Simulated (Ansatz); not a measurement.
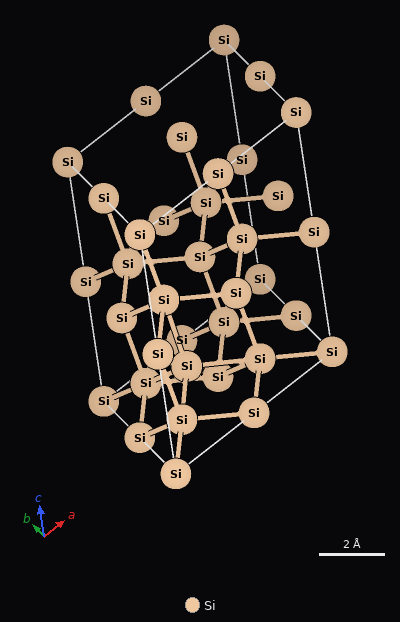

Figure 1. The starting structure (ball-and-stick view of the cell of the calculation, seen slightly off an axis). An atom can appear more than once, as a periodic image. Near neighbours in the periodic cell (some may lie outside the picture): Si has 4 Si at 2.31 to 2.40 Å; Si has 5 Si at 2.31 to 2.40 Å.

# Geometry relaxation of Si (part 1 of 2)

System: Si (defect cell, 17 atoms in the cell).
Method: DFT PBE-D3(BJ), scalar-relativistic, plane waves, PAW, PAW set soft_1, no spin polarisation (Ansatz 0.2.0).

It belongs to a series of runs on one base structure; here: end point B relaxed.

Input file
```yaml
crystal:
  lattice:
    - [0.0, 5.43, 5.43]
    - [5.43, 0.0, 5.43]
    - [5.43, 5.43, 0.0]
  atoms:
    - { symbol: Si, position: [0.0, 0.0, 0.0] }
    - { symbol: Si, position: [0.125, 0.125, 0.125] }
    - { symbol: Si, position: [0.0, 0.0, 0.5] }
    - { symbol: Si, position: [0.125, 0.125, 0.625] }
    - { symbol: Si, position: [0.0, 0.5, 0.0] }
    - { symbol: Si, position: [0.125, 0.625, 0.125] }
    - { symbol: Si, position: [0.0, 0.5, 0.5] }
    - { symbol: Si, position: [0.125, 0.625, 0.625] }
    - { symbol: Si, position: [0.5, 0.0, 0.0] }
    - { symbol: Si, position: [0.625, 0.125, 0.125] }
    - { symbol: Si, position: [0.5, 0.0, 0.5] }
    - { symbol: Si, position: [0.625, 0.125, 0.625] }
    - { symbol: Si, position: [0.5, 0.5, 0.0] }
    - { symbol: Si, position: [0.625, 0.625, 0.125] }
    - { symbol: Si, position: [0.5, 0.5, 0.5] }
    - { symbol: Si, position: [0.625, 0.625, 0.625] }
    - { symbol: Si, position: [0.24267241, 0.25124163, 0.24936309] }
basis:
  ecutwfc: 420.0
kpoints:
  mp_grid: { grid: [2, 2, 2] }
hamiltonian:
  xc: pbe
  dispersion: d3bj
  pseudopotentials: { kind: paw, azcp: { folder: soft_1 } }
scf:
  occupations: { method: gaussian, width: 0.02 }
  lower_state_search: "off"
relax:
  f_tol: 0.03
  max_steps: 60
  adjacent_minimum: "off"
output:
  write_density: true
  write_potential: true
  elf: true
  volumetric_format: npy
```

Launch command:
```bash
ansatz run input.yaml --threads 1 --pin off --max-ram 3072MiB --backend cpu --events-out ev --progress --plain --runs-dir out
```

Output
```
Engine: ansatz 0.2.0, aarch64-unknown-linux-gnu
Pseudopotentials: kind: paw
Pseudopotential: Si, paw, valence charge 4, recommended cutoff 420 eV (normal), [file]
Functional definition: PBE
  parameter kappa = 0.804
  parameter beta = 0.06672455060314922
  exchange = pbe_x(kappa = kappa, mu = beta*pi^2/3)
  correlation = pbe_c(beta = beta)
Crystal: 17 atoms, lattice volume = 320.206 Å³
Basis set: ecut = 420 eV, 6231 PW (Γ), exchange–correlation on 108×108×108 points (8 copies of the dense FFT grid, shifted against one another)
Bands: 51, of which v1, the nominal top of the filled ones, is band 34 counted from 1 (33 counted from 0)
Symmetry: 1 space group operations
Space group: P1 (ITA 1), of the structure as read, at distance tolerance 6.8e-5 Å
k-points: 8
Non-local potential: Si, projectors of the file, l = 0: 2, l = 1: 2, l = 2: 1
PAW form: soft (Blöchl's): semilocal exchange-correlation on the pseudo side does not see the compensation charge
PAW one-centre angular grid: Si, 110 points (default); XC on 64 Gauss nodes
Initial density: superposition of atomic densities (chi_scale 0.1, normalization cell)
Initial wavefunctions: pseudopotential atomic-orbital guess
Functional: x = pbe(κ = 0.804, μ = 0.2195149727645171), c = pbe(β = 0.06672455060314922)
SCF iter   1: F=—  HF=-10811.770529 eV  |F-HF|=—  |Δ(HF+E_count)|=         —  Δρ=4.53e-2  dr2=6.78e0  ethr=3.10e-3  ⟨swp⟩=9.1  Hψ=2343  notcnv=0  defer=24
preconditioner: auto → Resta (q_TF=auto, 2.107 Å⁻¹)  ε∞=5.4  [insulator: Δε(μ)=0.080 eV  Ē_g=8.136 eV  σ=0.020 eV  W_gap=0.64  n_scr=58 (ndim 8)  ℏωp=17.1 eV  f_vac=0.000  D(μ)=19.25/eV (n_scr^D=180)  ε∞_Penn≈5.4]
SCF iter   2: F=—  HF=-10810.570943 eV  |F-HF|=—  |Δ(HF+E_count)|=    1.20e0  Δρ=2.62e-2  dr2=2.21e0  ethr=3.10e-3  ⟨swp⟩=2.5  Hψ=528  notcnv=0  defer=64
SCF iter   3: F=—  HF=-10810.050603 eV  |F-HF|=—  |Δ(HF+E_count)|=   5.20e-1  Δρ=2.48e-3  dr2=2.83e-2  ethr=3.10e-3  ⟨swp⟩=3.0  Hψ=662  notcnv=0  defer=64
SCF iter   4: F=—  HF=-10810.063622 eV  |F-HF|=—  |Δ(HF+E_count)|=   1.30e-2  Δρ=1.03e-3  dr2=4.21e-3  ethr=4.16e-5  ⟨swp⟩=3.6  Hψ=614  notcnv=0  defer=77
SCF iter   5: F=—  HF=-10810.068164 eV  |F-HF|=—  |Δ(HF+E_count)|=   4.54e-3  Δρ=1.57e-4  dr2=2.39e-4  ethr=6.19e-6  ⟨swp⟩=2.0  Hψ=727  notcnv=0  defer=77
SCF iter   6: F=-10810.068244 eV  HF=-10810.068249 eV  |F-HF|=5.35e-6  |Δ(HF+E_count)|=   8.55e-5  Δρ=4.70e-5  dr2=1.63e-5  ethr=3.31e-8  ⟨swp⟩=10.0  Hψ=3170  notcnv=0
SCF 1 converged in 6 iterations: F = -10810.068244 eV  dr2 = 1.63e-5
  greatest PAW one-centre occupation: 0.711 electrons in one spin orbital (limit 2), on the Si atom at site 16 (counted from 0), in its partial waves of l = 0
relax step   1: F+E_penalty+E_count = -10810.06824407 eV  Δ(F+E_penalty+E_count) = +0.000e0 eV  max|allowed force component| = 7.076e-1 eV/Å  Δτ_max = 0.0000 Å  (6 SCF iters, dr2 threshold 2.25e-5 eV, accepted)
Initial density: handed on by an earlier stage of this run
Initial wavefunctions: those handed on with the density
iter 1 solved again at ethr=6.65e-5 eV; its pass at ethr=3.10e-3 eV (dr2=4.52e-2 eV) is discarded
SCF iter   1: F=—  HF=-10810.196283 eV  |F-HF|=—  |Δ(HF+E_count)|=         —  Δρ=2.14e-3  dr2=5.09e-2  ethr=6.65e-5  ⟨swp⟩=2.1  Hψ=1224  notcnv=0  defer=81
preconditioner: auto → Resta (q_TF=auto, 2.107 Å⁻¹)  ε∞=5.6  [insulator: Δε(μ)=0.226 eV  Ē_g=8.000 eV  σ=0.020 eV  W_gap=0.65  n_scr=58 (ndim 8)  ℏωp=17.1 eV  f_vac=0.000  D(μ)=19.27/eV (n_scr^D=180)  ε∞_Penn≈5.6]
SCF iter   2: F=—  HF=-10810.186647 eV  |F-HF|=—  |Δ(HF+E_count)|=   9.64e-3  Δρ=8.47e-4  dr2=2.91e-3  ethr=6.65e-5  ⟨swp⟩=3.0  Hψ=577  notcnv=0  defer=81
SCF iter   3: F=—  HF=-10810.186174 eV  |F-HF|=—  |Δ(HF+E_count)|=   4.73e-4  Δρ=3.11e-4  dr2=2.64e-4  ethr=4.28e-6  ⟨swp⟩=2.1  Hψ=500  notcnv=0  defer=81
SCF iter   4: F=-10810.186172 eV  HF=-10810.186174 eV  |F-HF|=1.86e-6  |Δ(HF+E_count)|=   2.10e-7  Δρ=4.21e-5  dr2=9.74e-6  ethr=4.60e-8  ⟨swp⟩=9.9  Hψ=3140  notcnv=0
SCF 2 converged in 4 iterations: F = -10810.186172 eV  dr2 = 9.74e-6
  greatest PAW one-centre occupation: 0.712 electrons in one spin orbital (limit 2), on the Si atom at site 16 (counted from 0), in its partial waves of l = 0
relax step   2: F+E_penalty+E_count = -10810.18617231 eV  Δ(F+E_penalty+E_count) = -1.179e-1 eV  max|allowed force component| = 2.394e-1 eV/Å  Δτ_max = 0.0338 Å  (4 SCF iters, dr2 threshold 3.13e-5 eV, accepted)
SCF iter   1: F=—  HF=-10810.205088 eV  |F-HF|=—  |Δ(HF+E_count)|=         —  Δρ=1.43e-3  dr2=1.74e-2  ethr=3.80e-4  ⟨swp⟩=4.2  Hψ=1072  notcnv=0  defer=81
preconditioner: auto → Resta (q_TF=auto, 2.107 Å⁻¹)  ε∞=5.6  [insulator: Δε(μ)=0.246 eV  Ē_g=7.994 eV  σ=0.020 eV  W_gap=0.66  n_scr=58 (ndim 8)  ℏωp=17.1 eV  f_vac=0.000  D(μ)=19.28/eV (n_scr^D=180)  ε∞_Penn≈5.6]
SCF iter   2: F=—  HF=-10810.201827 eV  |F-HF|=—  |Δ(HF+E_count)|=   3.26e-3  Δρ=6.35e-4  dr2=1.25e-3  ethr=2.57e-5  ⟨swp⟩=2.9  Hψ=563  notcnv=0  defer=80
SCF iter   3: F=—  HF=-10810.201562 eV  |F-HF|=—  |Δ(HF+E_count)|=   2.65e-4  Δρ=2.24e-4  dr2=1.13e-4  ethr=1.84e-6  ⟨swp⟩=2.4  Hψ=526  notcnv=0  defer=80
SCF iter   4: F=-10810.201559 eV  HF=-10810.201559 eV  |F-HF|=2.13e-7  |Δ(HF+E_count)|=   2.70e-6  Δρ=2.59e-5  dr2=2.61e-6  ethr=5.27e-9  ⟨swp⟩=9.8  Hψ=2998  notcnv=0
SCF 3 converged in 4 iterations: F = -10810.201559 eV  dr2 = 2.61e-6
  greatest PAW one-centre occupation: 0.713 electrons in one spin orbital (limit 2), on the Si atom at site 16 (counted from 0), in its partial waves of l = 0
relax step   3: F+E_penalty+E_count = -10810.20155904 eV  Δ(F+E_penalty+E_count) = -1.539e-2 eV  max|allowed force component| = 1.631e-2 eV/Å  Δτ_max = 0.0410 Å  (4 SCF iters, dr2 threshold 3.58e-6 eV, accepted)
iter 1 solved again at ethr=3.84e-9 eV; its pass at ethr=3.10e-3 eV (dr2=2.61e-6 eV) is discarded
SCF iter   1: F=—  HF=-10810.201631 eV  |F-HF|=—  |Δ(HF+E_count)|=         —  Δρ=2.59e-5  dr2=2.61e-6  ethr=3.84e-9  ⟨swp⟩=1.0  Hψ=1008  notcnv=0  defer=80
preconditioner: auto → Resta (q_TF=auto, 2.107 Å⁻¹)  ε∞=5.6  [insulator: Δε(μ)=0.243 eV  Ē_g=7.993 eV  σ=0.020 eV  W_gap=0.66  n_scr=58 (ndim 8)  ℏωp=17.1 eV  f_vac=0.000  D(μ)=19.28/eV (n_scr^D=180)  ε∞_Penn≈5.6]
SCF iter   2: F=—  HF=-10810.201559 eV  |F-HF|=—  |Δ(HF+E_count)|=   7.15e-5  Δρ=1.52e-5  dr2=7.90e-7  ethr=3.84e-9  ⟨swp⟩=1.9  Hψ=420  notcnv=0  defer=80
SCF iter   3: F=-10810.201560 eV  HF=-10810.201560 eV  |F-HF|=2.70e-8  |Δ(HF+E_count)|=   2.80e-7  Δρ=3.35e-6  dr2=5.25e-8  ethr=1.47e-10  ⟨swp⟩=7.9  Hψ=2530  notcnv=0
SCF 4 converged in 3 iterations: F = -10810.201560 eV  dr2 = 5.25e-8
relax step   4: F+E_penalty+E_count = -10810.20155969 eV  Δ(F+E_penalty+E_count) = -6.581e-7 eV  max|allowed force component| = 1.649e-2 eV/Å  Δτ_max = 0.0000 Å  (3 SCF iters, accepted)
```

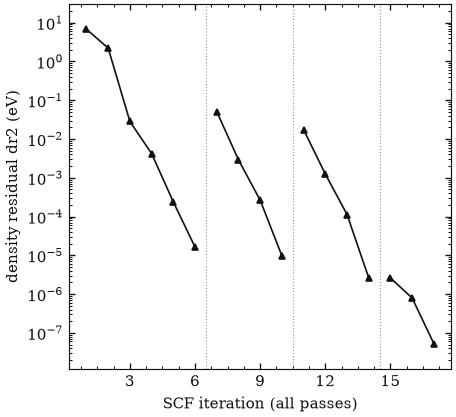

Figure 2. Convergence of the self-consistent field: density residual dr2 against the SCF iteration. The dotted lines part the SCF passes of the relaxation: geometry steps, rejected trials and re-solves on a re-selected basis. The passes take 6, 4, 4 and 3 iterations.

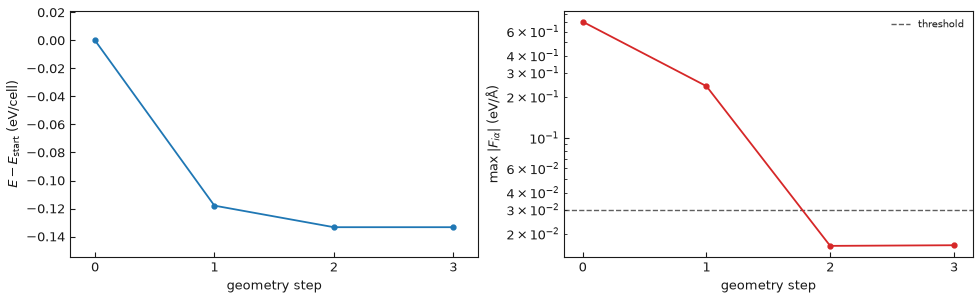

Figure 3. Progress of the relaxation, step by step (the first geometry is step 0 here and step 1 in the log).

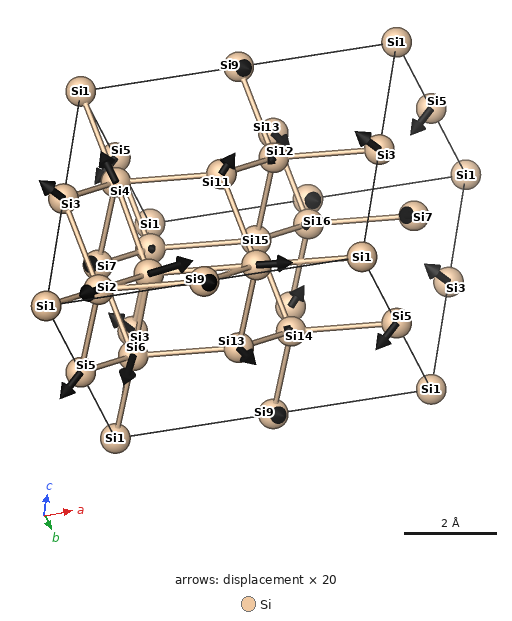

Figure 4. The starting structure with the displacements as black arrows, magnified 20 times (ball-and-stick view of the cell of the calculation, seen at an oblique angle). Si17 moves most: 0.055 Å. The cell doesn't change. Among the contacts that change: Si2–Si17 2.309 → 2.390 Å, Si6–Si17 2.344 → 2.391 Å, Si1–Si10 2.351 → 2.311 Å, Si4–Si17 2.356 → 2.392 Å. The energy falls by 0.133 eV per cell of the calculation in 3 geometry steps. Largest force component: 0.71 eV/Å at the start, 0.016 eV/Å at the end. (Atoms are counted from 1 in the order of the input.)

```
NSCF: frozen V_eff on 8 k-points
the band table was solved once a step of the walk had ended and its energy, with any forces and stress, was formed, with the checks that follow a solve (2871 applications of the Hamiltonian). They found nothing against the state; the energy, forces and stress were not computed again (output.eigenvalues in the input reference)
SCF converged after 3 iterations
Free energy (F): -10810.201560 eV
Harris-Foulkes:  -10810.201560 eV  (|F-HF|=2.70e-8)
Internal energy: -10810.197704 eV  (E = F + TS)
E sigma→0 (E₀):  -10810.199632 eV
Entropy (-TS):   -0.003855 eV (-0.227 meV/atom)
Fermi energy:    7.336881 eV
--- Per-component energies (eV) ---
  E_band       = 113.581341
  E_kinetic    = 705.308186
  E_local      = -405.645608  (includes V_loc(G=0)·N_el)
  E_nonlocal   = 388.235858
  E_hartree    = 135.594759
  E_xc         = -965.262084
  E_vxc        = -818.948054  (∫ρ·V_xc dr)
  E_paw        = -8696.242337  (= ΣΔE_a)
  E_vpaw       = -26.559590  (= ΣTr[D̂ρ^β])
  E_aug_tail   = 0.000650  (compensation charges beyond the density's cutoff)
  E_ewald      = -1966.542465
  E_disp       = -5.644665  (pairwise vdW)
  E_smearing   = -0.003855  (= −TS)
  E_closure    = -0.000000  (closes the sum)
  Σ components = -10810.201560   (vs F -10810.201560, Δ=0.00e0)
--- Forces (eV/Å), atoms counted from 1 ---
  atom   1  Si    -0.00115912    -0.00031539    -0.00030458
  atom   2  Si    -0.01026911    -0.00651921    -0.00738075
  atom   3  Si     0.00172043    -0.01117987     0.00698846
  atom   4  Si     0.00099310     0.00276867     0.00101519
  atom   5  Si     0.00151264     0.00944210    -0.00858614
  atom   6  Si     0.00301604    -0.00018858     0.00470836
  atom   7  Si    -0.00161745    -0.01158016    -0.00920019
  atom   8  Si     0.00830263     0.00684238     0.00298640
  atom   9  Si     0.00269093    -0.01062098    -0.00778049
  atom  10  Si     0.00453627    -0.00324419    -0.00340554
  atom  11  Si     0.00039900    -0.00143969    -0.00848487
  atom  12  Si     0.00311203     0.01079704     0.01547823
  atom  13  Si     0.00018494    -0.01110182    -0.00114747
  atom  14  Si     0.00026594     0.01648590     0.01031695
  atom  15  Si    -0.00036365     0.00282071     0.00215864
  atom  16  Si    -0.01281191     0.00219139    -0.00114750
  atom  17  Si    -0.00051138     0.00483582     0.00378083
  max |Σ_I F_I| component: 5.89e-6 eV/Å
--- Band table (eV; the first three rows and the last of 8) ---
  k-point 0: bands = ["-5.9056", "-3.3595", "-3.2175", "-3.2153", "-3.2137", "-2.3927", "-1.3360", "-1.3347", "-1.3333", "-1.1511", "-1.1508", "-0.7830", "-0.3038", "-0.3011", "-0.2992", "3.0165", "3.0192", "3.0201", "3.9090", "3.9095", "3.9102", "4.0400", "5.2018", "5.2026", "5.2818", "5.2820", "5.2832", "5.5737", "5.5755", "5.5769", "6.5074", "6.5090", "6.5100", "7.0847", "7.0915", "7.0995", "7.4145", "7.4162", "7.7383", "7.7390", "7.7398", "8.1187", "8.5345", "8.5365", "8.5381", "9.4796", "9.4807", "9.4814", "9.8574", "9.8575", "9.9913"]
```
